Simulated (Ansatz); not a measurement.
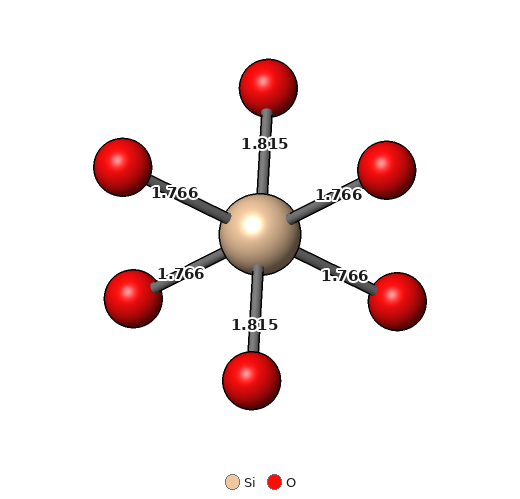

The surroundings of site Si1 (at 0.000, 0.000, 0.000) in SiO$_{2}$ (P4_2/mnm, No. 136), with bond lengths in Å.

The cell is taken from coordinates from a relaxation with Ansatz, DFT, PBEsol, plane waves, PAW; the starting structure was generated, so it need not be a known form of this composition.

```
CELL_PARAMETERS angstrom
4.19426 0.00000 0.00000
0.00000 4.19426 0.00000
0.00000 0.00000 2.67858
ATOMIC_POSITIONS crystal
Si 0.00000 0.00000 0.00000
Si 0.50000 0.50000 0.50000
O 0.30605 0.30605 0.00000
O 0.19395 0.80605 0.50000
O 0.80605 0.19395 0.50000
O 0.69395 0.69395 0.00000
```

Bond valence s = exp((R0 − d)/b), R0 fitted to published crystal structures with b = 0.37 Å; R0 in Å: Si4+–O 1.620.

### Calculate the bond-valence sum of Si1 from the bonds drawn.

4 × 0.674 + 2 × 0.590 = 3.88 v.u., against a formal valence of 4: underbonded (bonds long for this ion) by 0.12.

### And over the whole structure?

```tsv
site	x, y, z	formal valence	bond-valence sum	difference
Si1	0.000, 0.000, 0.000	+4	4.03	0.03
O1	0.306, 0.306, 0.000	−2	2.02	0.02
```

These sums include all anions within 5 Å. The global instability index (root mean square of the differences over all atoms) is 0.02 v.u.: little strain.
